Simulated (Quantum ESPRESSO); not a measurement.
```
CELL_PARAMETERS angstrom
3.32036 0.00000 0.00000
-1.66018 2.87552 0.00000
0.00000 0.00000 32.59125
ATOMIC_POSITIONS crystal
Mo 0.00000 0.00000 0.23012
Se 0.33333 0.66667 0.28087
Se 0.33333 0.66667 0.71913
Mo 0.00000 0.00000 0.76988
```

Not relaxed (largest force 0.7 eV/Å).

Level of theory: Kohn-Sham DFT of a periodic cell, PBE, PseudoDojo 0.4.1 SR PBE standard in Quantum ESPRESSO 7.5.

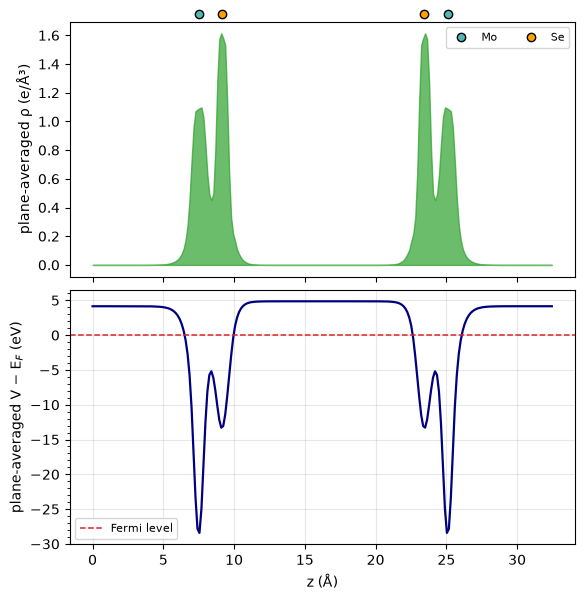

MoSe (slab). Plane average of the electrostatic potential energy of an electron and of the valence electron density across the slab. Circles mark the heights of the atoms.

Core electrons are replaced by pseudopotentials, and the valence fields are smoothed inside the atomic spheres.

How far above the Fermi level of the calculation is the vacuum level?

4.1 eV.

How thick is the slab, and how wide the vacuum?

The outermost nuclei are 17.6 Å apart, in 4 atomic planes; the vacuum between periodic images is 15.0 Å wide.
